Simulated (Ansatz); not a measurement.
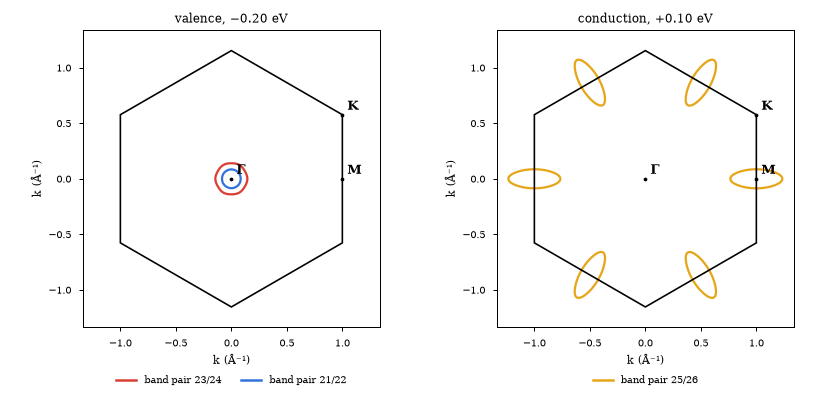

One free-standing ZrS₂ layer cut from the bulk crystal (space group of the slab cell P-3m1): constant-energy contours at both band edges (energies from each edge).

These are results of Ansatz, DFT PBE, spin-orbit coupling, plane waves, PAW; levels and slopes on a dense k mesh at the converged density, not measurements. Non-magnetic. With an inversion centre and no moment every band is doubly degenerate; a pair is shown and named once. The levels come from a k mesh of 36×36×1 points. Unrelaxed database geometry.

Masses come from a second pass at points close to the extrema; at the energies drawn a band may no longer be parabolic.

**Is the gap direct or indirect, and how large does the calculation make it?**

The gap is indirect, 1.03 eV at this level of theory (semilocal functionals give gaps that are too small, and can reorder valleys that lie close).

**Give the valleys and their effective masses.**

Valence band (extrema up to 0.20 eV from the edge): one maximum at Γ, mass 0.25 mₑ in all directions. Band pair 23/24 forms the valence edge; band pair 21/22 begins 0.08 eV lower (at Γ).
Conduction band (extrema up to 0.10 eV from the edge): three equivalent minima at M, principal masses 0.27 and 1.89 mₑ. Band pair 25/26 forms the conduction edge.

Time for the whole run: 45 s on 2 threads of AMD EPYC 9R45 (Zen 5), on a shared host, peak memory 1.2 GiB.
